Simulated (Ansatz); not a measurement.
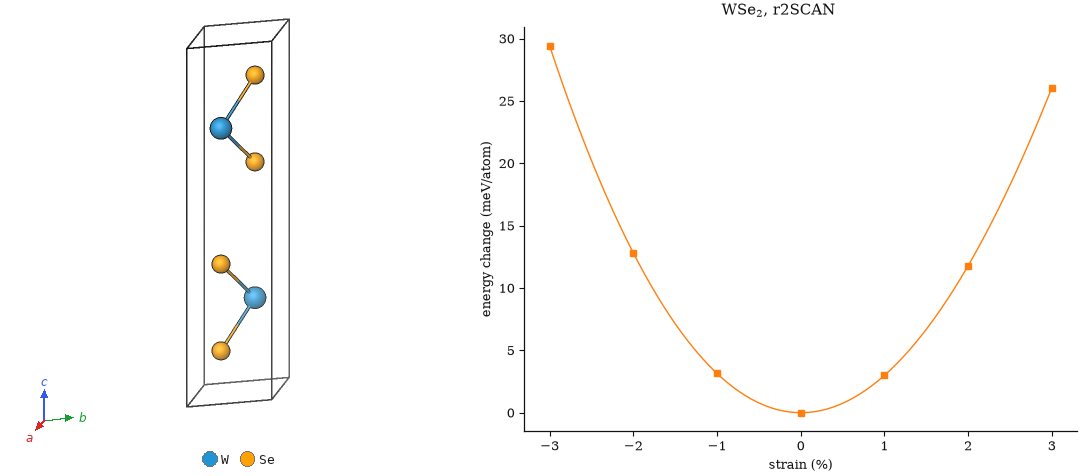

Caption: Energy change against strain for WSe₂, space group P6_3/mmc (No. 194). The cell is drawn beside the plot.

The energy rises on both sides of the starting structure, which is therefore a minimum along this path. The energy change is 29.43 meV/atom at strain −3 % and 26.04 meV/atom at 3 %; the lowest computed point is at strain 0 % (0.00 meV/atom).

Calculation (Ansatz 0.2.0): energy, stress and cell of a relaxed crystal along a series of strains, atoms and what the cell freedom names relaxed within the symmetry; plane waves with PAW datasets, Γ-centred k mesh; energies extrapolated to zero smearing. Level: r2SCAN, no spin polarisation.

wave cutoff 500 eV; k mesh 12×12×2; occupations Gaussian; smearing width 0.02 eV; strain kind biaxial in the ab plane; cell freedom length and tilt of c free.

Structure:
```
CELL_PARAMETERS angstrom
3.31512 0.00000 0.00000
-1.65756 2.87097 0.00000
0.00000 0.00000 13.72892
ATOMIC_POSITIONS crystal
W 0.66667 0.33333 0.75000
W 0.33333 0.66667 0.25000
Se 0.33333 0.66667 0.87105
Se 0.66667 0.33333 0.37105
Se 0.33333 0.66667 0.62895
Se 0.66667 0.33333 0.12895
```
